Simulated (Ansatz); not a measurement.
## Al5P4: single-point calculation (part 2 of 2)

Al5P4 (slab, 9 atoms in the cell); DFT, PBEsol, plane waves, norm-conserving potentials (Ansatz 0.2.0); cutoff 598.7 eV, 7×7×1 k-mesh, Gaussian smearing of 0.05 eV, collinear spins. The structure derives from an entry of the Crystallography Open Database. The run did not end well.

Geometry of the input (Å; fractional positions):
```
3.8681  0.0000  0.0000
0.0000  3.8681  0.0000
0.0000  0.0000  25.9407
Al 0.5000  0.5000  0.2891
P  0.5000  0.0000  0.3418
Al 0.0000  0.0000  0.3946
P  0.0000  0.5000  0.4473
Al 0.5000  0.5000  0.5000
P  0.5000  0.0000  0.5527
Al 0.0000  0.0000  0.6054
P  0.0000  0.5000  0.6582
Al 0.5000  0.5000  0.7109
```

What the program printed, continued
```
SCF iter   1: F=—  HF=-1068.217474 eV  |F-HF|=—  |Δ(HF+E_count)|=         —  Δρ=2.71e-2 (↑2.44e-2 ↓2.71e-2)  dr2=9.55e0  dr2_m=1.50e0  M=1.899 μB ∫|m|=2.796 μB  β_m=0.30  ethr=3.10e-3  p=0.000 e·Å  D=6.02e-14 V/Å  ΔV_dip=-0.00 eV  dr2_dipole=9.03e-1  V_vac-E_F(+/−)=5.44/5.44 eV  ⟨swp⟩=14.3  Hψ=8789  notcnv=0  defer=7
efield: sawtooth ramp at fractional position 0.9800 (placed from the atoms, in the widest stretch of the axis that holds none; the zero of the levels goes with the place), width 0.0400; the density the first Hamiltonian is built on has a dipole p = 0.000 e·Å; the dipole correction subtracts the counter field D = 6.02e-14 V/Å, which shifts the + side's vacuum level by -0.00 eV against the − side's; the planar-averaged density in the ramp window peaks in size at 2.7e-7 e/Å³
preconditioner: auto → LDOS  [metal: Δε(μ)=0.014 eV  Ē_g=9.354 eV  σ=0.050 eV  W_gap=0.16  n_scr=42 (ndim 8)  ℏωp=11.2 eV  f_vac=0.410  D(μ)=2.66/eV (n_scr^D=8)]
spin=Collinear: LDOS preconditioning applied to the charge; magnetization (m = ρ↑ − ρ↓) channel mixes plain (no charge-response kernel on spin).
SCF iter   2: F=—  HF=-1068.483050 eV  |F-HF|=—  |Δ(HF+E_count)|=   2.66e-1  Δρ=2.01e-2 (↑1.74e-2 ↓2.01e-2)  dr2=9.61e0  dr2_m=8.71e-1  M=1.685 μB ∫|m|=2.423 μB  β_m=0.30  ethr=3.10e-3  p=-0.171 e·Å  D=-7.99e-2 V/Å  ΔV_dip=2.07 eV  dr2_dipole=7.81e0  V_vac-E_F(+/−)=5.64/3.57 eV  ⟨swp⟩=3.5  Hψ=2320  notcnv=0  defer=288  κ⁻¹=1.0e0(r=1)
SCF iter   3: F=—  HF=-1069.170158 eV  |F-HF|=—  |Δ(HF+E_count)|=   6.87e-1  Δρ=1.54e-2 (↑1.32e-2 ↓1.54e-2)  dr2=2.78e0  dr2_m=4.36e-1  M=1.510 μB ∫|m|=2.091 μB  β_m=0.30  ethr=3.10e-3  p=-0.062 e·Å  D=-2.90e-2 V/Å  ΔV_dip=0.75 eV  dr2_dipole=1.06e-1  V_vac-E_F(+/−)=5.40/4.65 eV  ⟨swp⟩=2.7  Hψ=1530  notcnv=0  defer=298  κ⁻¹=1.1e-2(r=2)
SCF iter   4: F=—  HF=-1069.097357 eV  |F-HF|=—  |Δ(HF+E_count)|=   7.28e-2  Δρ=9.54e-3 (↑7.32e-3 ↓9.54e-3)  dr2=8.71e-1  dr2_m=2.25e-1  M=1.445 μB ∫|m|=1.885 μB  β_m=0.30  ethr=3.10e-3  p=-0.057 e·Å  D=-2.64e-2 V/Å  ΔV_dip=0.69 eV  dr2_dipole=3.59e-1  V_vac-E_F(+/−)=5.23/4.55 eV  ⟨swp⟩=3.1  Hψ=1928  notcnv=0  defer=296  κ⁻¹=1.1e-3(r=3)
SCF iter   5: F=—  HF=-1069.293586 eV  |F-HF|=—  |Δ(HF+E_count)|=   1.96e-1  Δρ=6.84e-3 (↑5.33e-3 ↓6.84e-3)  dr2=4.36e-1  dr2_m=1.18e-1  M=1.427 μB ∫|m|=1.758 μB  β_m=0.30  ethr=2.49e-3  p=-0.032 e·Å  D=-1.47e-2 V/Å  ΔV_dip=0.38 eV  dr2_dipole=3.90e-3  V_vac-E_F(+/−)=5.11/4.73 eV  ⟨swp⟩=1.3  Hψ=1048  notcnv=0  defer=283  κ⁻¹=6.8e-4(r=4)
SCF iter   6: F=—  HF=-1069.355602 eV  |F-HF|=—  |Δ(HF+E_count)|=   6.20e-2  Δρ=4.79e-3 (↑4.79e-3 ↓4.50e-3)  dr2=2.82e-1  dr2_m=7.15e-2  M=1.279 μB ∫|m|=1.537 μB  β_m=0.30  ethr=1.25e-3  p=-0.037 e·Å  D=-1.74e-2 V/Å  ΔV_dip=0.45 eV  dr2_dipole=2.55e-1  V_vac-E_F(+/−)=4.90/4.45 eV  ⟨swp⟩=2.9  Hψ=1391  notcnv=0  defer=280  κ⁻¹=7.1e-5(r=5)
SCF iter   7: F=—  HF=-1069.423195 eV  |F-HF|=—  |Δ(HF+E_count)|=   6.76e-2  Δρ=3.50e-3 (↑3.50e-3 ↓3.26e-3)  dr2=2.09e-2  dr2_m=3.84e-2  M=1.263 μB ∫|m|=1.452 μB  β_m=0.30  ethr=8.06e-4  p=-0.017 e·Å  D=-7.88e-3 V/Å  ΔV_dip=0.20 eV  dr2_dipole=1.01e-3  V_vac-E_F(+/−)=4.81/4.61 eV  ⟨swp⟩=1.0  Hψ=1228  notcnv=0  defer=280  κ⁻¹=4.2e-5(r=6)
SCF iter   8: F=—  HF=-1069.463130 eV  |F-HF|=—  |Δ(HF+E_count)|=   3.99e-2  Δρ=2.65e-3 (↑2.42e-3 ↓2.65e-3)  dr2=3.25e-2  dr2_m=2.24e-2  M=1.224 μB ∫|m|=1.362 μB  β_m=0.83  ethr=5.97e-5  p=-0.020 e·Å  D=-9.37e-3 V/Å  ΔV_dip=0.24 eV  dr2_dipole=2.75e-2  V_vac-E_F(+/−)=4.80/4.55 eV  ⟨swp⟩=2.5  Hψ=1472  notcnv=0  defer=280
Mixer restart at iter 8: flushing history
spin-set hold released at iteration 8 (site moments contracting): the magnetisation degrees of freedom join the quasi-Newton model from the next iteration; the mixer history was flushed
SCF iter   9: F=—  HF=-1069.515096 eV  |F-HF|=—  |Δ(HF+E_count)|=   5.20e-2  Δρ=1.17e-3 (↑9.23e-4 ↓1.17e-3)  dr2=6.69e-2  dr2_m=3.52e-3  M=1.116 μB ∫|m|=1.153 μB  β_m=0.39  ethr=5.97e-5  p=-0.020 e·Å  D=-9.14e-3 V/Å  ΔV_dip=0.24 eV  dr2_dipole=6.10e-2  V_vac-E_F(+/−)=4.82/4.58 eV  ⟨swp⟩=2.0  Hψ=1555  notcnv=0  defer=280
density mixer auto → msr1: a metal under ldos (density of states about μ 0.65 of a free-electron gas's, 42 screened modes)
SCF iter  10: F=—  HF=-1069.510368 eV  |F-HF|=—  |Δ(HF+E_count)|=   4.73e-3  Δρ=1.32e-3 (↑1.15e-3 ↓1.32e-3)  dr2=4.37e-2  dr2_m=5.16e-3  M=1.123 μB ∫|m|=1.173 μB  β_m=0.70  ethr=5.97e-5  p=-0.019 e·Å  D=-8.80e-3 V/Å  ΔV_dip=0.23 eV  dr2_dipole=4.01e-2  V_vac-E_F(+/−)=4.82/4.59 eV  ⟨swp⟩=1.0  Hψ=854  notcnv=0  defer=280
SCF iter  11: F=—  HF=-1069.530129 eV  |F-HF|=—  |Δ(HF+E_count)|=   1.98e-2  Δρ=3.98e-4 (↑3.98e-4 ↓3.60e-4)  dr2=1.69e-2  dr2_m=3.93e-4  M=0.902 μB ∫|m|=0.905 μB  β_m=0.81  ethr=5.97e-5  p=-0.012 e·Å  D=-5.69e-3 V/Å  ΔV_dip=0.15 eV  dr2_dipole=1.29e-2  V_vac-E_F(+/−)=4.83/4.69 eV  ⟨swp⟩=2.0  Hψ=1467  notcnv=0  defer=280
SCF iter  12: F=—  HF=-1069.531311 eV  |F-HF|=—  |Δ(HF+E_count)|=   1.18e-3  Δρ=2.58e-4 (↑2.58e-4 ↓2.50e-4)  dr2=3.73e-4  dr2_m=2.16e-4  M=0.878 μB ∫|m|=0.881 μB  β_m=0.91  ethr=4.82e-5  p=-0.012 e·Å  D=-5.82e-3 V/Å  ΔV_dip=0.15 eV  dr2_dipole=5.01e-5  V_vac-E_F(+/−)=4.85/4.69 eV  ⟨swp⟩=1.2  Hψ=1041  notcnv=0  defer=277
SCF iter  13: F=—  HF=-1069.534697 eV  |F-HF|=—  |Δ(HF+E_count)|=   3.39e-3  Δρ=4.68e-4 (↑1.84e-4 ↓4.68e-4)  dr2=2.56e-2  dr2_m=3.44e-4  M=0.773 μB ∫|m|=0.775 μB  β_m=0.60  ethr=1.07e-6  p=-0.010 e·Å  D=-4.67e-3 V/Å  ΔV_dip=0.12 eV  dr2_dipole=2.40e-2  V_vac-E_F(+/−)=4.86/4.74 eV  ⟨swp⟩=3.1  Hψ=1555  notcnv=0  defer=273
SCF iter  14: F=-1069.297677 eV  HF=-1069.536674 eV  |F-HF|=2.39e-1  |Δ(HF+E_count)|=   1.98e-3  Δρ=6.06e-4 (↑3.45e-4 ↓6.06e-4)  dr2=1.28e-1  dr2_m=3.91e-4  M=0.685 μB ∫|m|=0.688 μB  β_m=0.95  ethr=1.07e-6  p=-0.003 e·Å  D=-1.61e-3 V/Å  ΔV_dip=0.04 eV  dr2_dipole=1.15e-1  V_vac-E_F(+/−)=4.89/4.85 eV  ⟨swp⟩=3.3  Hψ=1966  notcnv=0  defer=273  recentre
SCF iter  15: F=-1069.527221 eV  HF=-1069.535697 eV  |F-HF|=8.48e-3  |Δ(HF+E_count)|=   9.77e-4  Δρ=2.85e-4 (↑1.91e-4 ↓2.85e-4)  dr2=4.74e-3  dr2_m=1.76e-4  M=0.727 μB ∫|m|=0.730 μB  β_m=0.35  ethr=1.07e-6  p=-0.006 e·Å  D=-3.00e-3 V/Å  ΔV_dip=0.08 eV  dr2_dipole=4.60e-3  V_vac-E_F(+/−)=4.86/4.78 eV  ⟨swp⟩=3.1  Hψ=1709  notcnv=0  defer=273
SCF iter  16: F=-1069.527278 eV  HF=-1069.536361 eV  |F-HF|=9.08e-3  |Δ(HF+E_count)|=   6.64e-4  Δρ=9.43e-5 (↑9.43e-5 ↓8.24e-5)  dr2=4.71e-3  dr2_m=7.69e-6  M=0.705 μB ∫|m|=0.707 μB  β_m=0.71  ethr=1.07e-6  p=-0.001 e·Å  D=-3.18e-4 V/Å  ΔV_dip=0.01 eV  dr2_dipole=4.50e-3  V_vac-E_F(+/−)=4.85/4.84 eV  ⟨swp⟩=3.1  Hψ=1540  notcnv=0  defer=267
SCF iter  17: F=-1069.518494 eV  HF=-1069.535277 eV  |F-HF|=1.68e-2  |Δ(HF+E_count)|=   1.08e-3  Δρ=2.78e-4 (↑2.78e-4 ↓1.87e-4)  dr2=9.41e-3  dr2_m=1.59e-4  M=0.691 μB ∫|m|=0.693 μB  β_m=0.71  ethr=1.07e-6  p=0.003 e·Å  D=1.55e-3 V/Å  ΔV_dip=-0.04 eV  dr2_dipole=8.12e-3  V_vac-E_F(+/−)=4.85/4.89 eV  ⟨swp⟩=2.2  Hψ=1201  notcnv=0  defer=267  recentre
SCF iter  18: F=-1069.535714 eV  HF=-1069.536177 eV  |F-HF|=4.63e-4  |Δ(HF+E_count)|=   9.00e-4  Δρ=1.23e-4 (↑1.23e-4 ↓9.78e-5)  dr2=3.28e-4  dr2_m=4.16e-5  M=0.701 μB ∫|m|=0.703 μB  β_m=0.85  ethr=1.07e-6  p=0.001 e·Å  D=5.93e-4 V/Å  ΔV_dip=-0.02 eV  dr2_dipole=2.89e-4  V_vac-E_F(+/−)=4.85/4.86 eV  ⟨swp⟩=2.1  Hψ=1232  notcnv=0  defer=267
SCF iter  19: F=-1069.535110 eV  HF=-1069.536245 eV  |F-HF|=1.14e-3  |Δ(HF+E_count)|=   6.79e-5  Δρ=1.04e-4 (↑1.04e-4 ↓7.29e-5)  dr2=6.76e-4  dr2_m=2.51e-5  M=0.712 μB ∫|m|=0.715 μB  β_m=0.85  ethr=9.38e-7  p=-0.002 e·Å  D=-8.54e-4 V/Å  ΔV_dip=0.02 eV  dr2_dipole=5.66e-4  V_vac-E_F(+/−)=4.84/4.82 eV  ⟨swp⟩=2.5  Hψ=1238  notcnv=0  defer=267  recentre
SCF iter  20: F=-1069.536409 eV  HF=-1069.536417 eV  |F-HF|=8.87e-6  |Δ(HF+E_count)|=   1.72e-4  Δρ=1.10e-5 (↑1.04e-5 ↓1.10e-5)  dr2=6.62e-6  dr2_m=2.90e-7  M=0.707 μB ∫|m|=0.709 μB  β_m=0.93  ethr=9.38e-7  p=-0.000 e·Å  D=-1.03e-4 V/Å  ΔV_dip=0.00 eV  dr2_dipole=4.35e-6  V_vac-E_F(+/−)=4.84/4.84 eV  ⟨swp⟩=2.1  Hψ=1016  notcnv=0  defer=269
SCF iter  21: F=-1069.536386 eV  HF=-1069.536420 eV  |F-HF|=3.34e-5  |Δ(HF+E_count)|=   2.48e-6  Δρ=8.50e-6 (↑5.33e-6 ↓8.50e-6)  dr2=1.86e-5  dr2_m=8.47e-8  M=0.707 μB ∫|m|=0.709 μB  β_m=0.93  ethr=1.89e-8  p=-0.000 e·Å  D=-1.56e-5 V/Å  ΔV_dip=0.00 eV  dr2_dipole=1.57e-5  V_vac-E_F(+/−)=4.84/4.84 eV  ⟨swp⟩=2.0  Hψ=1403  notcnv=0  defer=269
SCF iter  22: F=-1069.536417 eV  HF=-1069.536420 eV  |F-HF|=3.62e-6  |Δ(HF+E_count)|=   2.50e-7  Δρ=3.14e-6 (↑3.14e-6 ↓3.00e-6)  dr2=2.16e-6  dr2_m=1.44e-8  M=0.707 μB ∫|m|=0.709 μB  β_m=0.96  ethr=1.89e-8  p=0.000 e·Å  D=2.22e-5 V/Å  ΔV_dip=-0.00 eV  dr2_dipole=1.62e-6  V_vac-E_F(+/−)=4.84/4.84 eV  ⟨swp⟩=2.1  Hψ=943  notcnv=0  defer=269
SCF iter  23: F=-1069.536420 eV  HF=-1069.536420 eV  |F-HF|=1.61e-7  |Δ(HF+E_count)|=   1.01e-7  Δρ=1.10e-6 (↑1.09e-6 ↓1.10e-6)  dr2=9.56e-8  dr2_m=2.63e-9  M=0.707 μB ∫|m|=0.709 μB  β_m=0.98  ethr=2.86e-10  p=0.000 e·Å  D=1.05e-5 V/Å  ΔV_dip=-0.00 eV  dr2_dipole=9.28e-8  V_vac-E_F(+/−)=4.84/4.84 eV  ⟨swp⟩=17.1  Hψ=8281  notcnv=0
SCF iter  24: F=-1069.536420 eV  HF=-1069.536420 eV  |F-HF|=1.81e-9  |Δ(HF+E_count)|=   2.81e-8  Δρ=3.86e-7 (↑2.99e-7 ↓3.86e-7)  dr2=5.23e-9  dr2_m=2.57e-10  M=0.707 μB ∫|m|=0.709 μB  β_m=0.99  ethr=2.73e-10  p=0.000 e·Å  D=6.94e-6 V/Å  ΔV_dip=-0.00 eV  dr2_dipole=3.58e-12  V_vac-E_F(+/−)=4.84/4.84 eV  ⟨swp⟩=4.9  Hψ=2969  notcnv=0
SCF iter  25: F=-1069.536420 eV  HF=-1069.536420 eV  |F-HF|=3.38e-9  |Δ(HF+E_count)|=   2.62e-9  Δρ=1.81e-7 (↑1.30e-7 ↓1.81e-7)  dr2=3.07e-9  dr2_m=3.12e-11  M=0.707 μB ∫|m|=0.709 μB  ethr=1.50e-11  p=0.000 e·Å  D=2.61e-6 V/Å  ΔV_dip=-0.00 eV  dr2_dipole=8.75e-10  V_vac-E_F(+/−)=4.84/4.84 eV  ⟨swp⟩=4.2  Hψ=2614  notcnv=0
SCF 1 converged in 25 iterations: F = -1069.536420 eV  dr2 = 3.07e-9
```

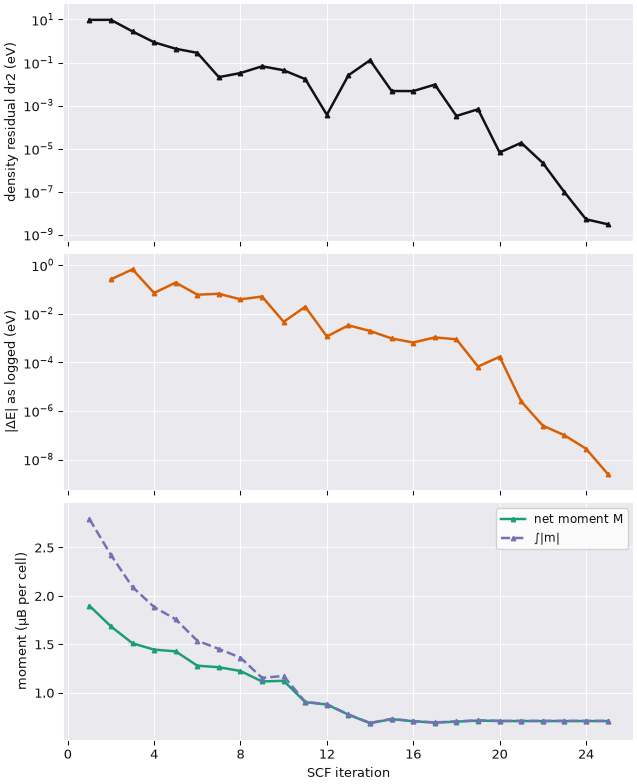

Fig. 1: Convergence of the self-consistent field: density residual dr2, size of the energy change and magnetic moment against the SCF iteration. The residual falls unevenly and jumps up by a factor of two or more 6 times on the way down. The field converged; the run failed or was cut off later. The net moment goes from 1.9 to 0.7 μB per cell.

```
at 1 of the mixer's solves, the last at iteration 13, it left a direction of its history that read negative out of its fit and stepped the other way along it
SCF converged after 25 iterations
Magnetization: 0.7074 μB (17.8537 up, 17.1463 down)
Absolute magnetization: 0.7093 μB (∫|ρ↑−ρ↓|)
Spin contamination: 0.0027 ħ² per cell (⟨S²⟩ above its minimum at these occupations)
Per-site moments (μB) at R_I (Å): [(0.05221502463435013, 0.9771007459354749), (0.04300358352655143, 0.9771007459354746), (0.008405235384253036, 0.9771007459354746), (0.006247115875373733, 0.9771007459354746), (0.0038837804211306055, 0.9771007459354746), (0.006247572559627856, 0.9771007459354746), (0.008405575676969037, 0.9771007459354747), (0.04300584388473806, 0.9771007459354746), (0.05221576702661806, 0.9771007459354746)]
Free energy (F): -1069.536420 eV
Harris-Foulkes:  -1069.536420 eV  (|F-HF|=3.38e-9)
Internal energy: -1069.528968 eV  (E = F + TS)
E sigma→0 (E₀):  -1069.532694 eV
Entropy (-TS):   -0.007452 eV (-0.828 meV/atom)
Fermi energy:    0.312666 eV
Dipole field:    D = 0.000031 V/Å  (p = 0.000067 e·Å, saw-weighted, corrected)
Work function:   Φ+ = 4.8401 eV   Φ− = 4.8409 eV
Levels:          The Fermi level and band energies are counted from a zero that moves with the ramp; work functions are not
--- Per-component energies (eV) ---
  E_band       = -167.299140
  E_kinetic    = 383.965652
  E_local      = -9587.273161  (includes V_loc(G=0)·N_el)
  E_nonlocal   = 172.486094
  E_hartree    = 4623.422465
  E_xc         = -363.757086
  E_vxc        = -383.318958  (∫ρ·V_xc dr)
  E_efield     = 0.000000  (sawtooth field / dipole correction)
  E_vefield    = 0.000000  (∫n·V_field dr)
  E_ewald      = 3701.627067
  E_smearing   = -0.007452  (= −TS)
  E_closure    = 0.000000  (closes the sum)
  Σ components = -1069.536420   (vs F -1069.536420, Δ=0.00e0)
--- Forces (eV/Å), atoms counted from 1 ---
  atom   1  Al     0.00000000     0.00000000    -0.22741054
  atom   2  P      0.00000000     0.00000000     0.16956330
  atom   3  Al     0.00000000     0.00000000     0.08717917
  atom   4  P      0.00000000     0.00000000    -0.03502065
  atom   5  Al     0.00000000     0.00000000     0.00000422
  atom   6  P      0.00000000     0.00000000     0.03501326
  atom   7  Al     0.00000000     0.00000000    -0.08717955
  atom   8  P      0.00000000     0.00000000    -0.16955232
  atom   9  Al     0.00000000     0.00000000     0.22740076
  max |Σ_I F_I| component: 2.35e-6 eV/Å
--- Stress (GPa, compression-positive) ---
       -0.749369       0.000000       0.000000
        0.000000      -0.749364       0.000000
        0.000000       0.000000       0.295389
  P = ⅓ Tr σ = -0.4011 GPa (-4.011 kbar)
--- Band table (eV; the first three rows and the last of 32) ---
  k-point 0 ↑: bands = ["-11.9271", "-11.5300", "-10.8765", "-10.1453", "-5.7382", "-5.0612", "-3.9189", "-2.8429", "-2.7850", "-2.6411", "-2.4555", "-2.2351", "-1.8309", "-1.5100", "-1.3577", "-1.1392", "-0.0805", "0.0051", "1.4366", "1.9385", "2.4032", "2.4320", "3.0380", "3.1871", "3.3398", "3.6524", "3.7222", "3.9299", "4.3395", "4.4817", "4.9303", "5.0743", "5.2747", "5.6193"]
  k-point 1 ↑: bands = ["-11.6424", "-11.2793", "-10.6940", "-10.0723", "-5.6042", "-5.2060", "-4.5783", "-3.8705", "-3.4424", "-3.0366", "-2.6033", "-2.4907", "-2.0460", "-1.8221", "-1.3416", "-1.2090", "-0.1562", "0.0829", "1.9705", "2.2454", "2.7502", "3.1439", "3.3371", "3.5920", "3.8234", "3.9975", "4.2633", "4.4500", "4.6075", "4.9071", "5.0181", "5.1256", "5.4425", "5.5982"]
  k-point 2 ↑: bands = ["-11.1267", "-10.8620", "-10.4702", "-10.1246", "-5.7918", "-5.7197", "-5.3326", "-4.6785", "-4.1287", "-3.3633", "-2.3609", "-2.1340", "-2.0496", "-1.7858", "-1.6380", "-1.3423", "-0.2790", "0.1745", "1.2670", "2.6703", "2.7961", "3.0615", "3.3085", "3.5397", "3.7900", "4.0976", "4.3388", "4.5754", "4.7353", "4.9474", "5.3684", "5.6081", "5.8182", "6.0505"]
  k-point 15 ↓: bands = ["-9.7843", "-9.7843", "-9.7466", "-9.7466", "-5.8736", "-5.7896", "-5.6813", "-4.9697", "-4.8492", "-3.5963", "-3.2757", "-3.2757", "-3.2392", "-3.0516", "-2.8826", "-2.8826", "0.1492", "0.1492", "0.5570", "0.7878", "1.8480", "1.8480", "2.1706", "3.0586", "3.3763", "4.0625", "4.0625", "5.0015", "5.1690", "5.2423", "5.2423", "6.8238", "6.9552", "7.6370"]
```

What the run reported

- outcome: stopped at the time limit
- electrons treated: 35
- free energy: −1069.5364 eV
- Fermi energy: 0.313 eV
- net moment of the cell: 0.71 μB
- integrated absolute moment: 0.71 μB
- largest force (length of the vector): 0.227 eV/Å
- wall time: 2.4 min
- peak memory: 0.84 GiB

Diagnosis

Settings chosen away from the usual ones: magnetization set to {"spin_polarized": true}; kpoints.mp_grid.shift set to [0.5, 0.5, 0.0]; hamiltonian.pseudopotentials set to {"kind": "nc"}; basis.ecutwfc removed. The run was cut off by its time limit, so the output is incomplete.
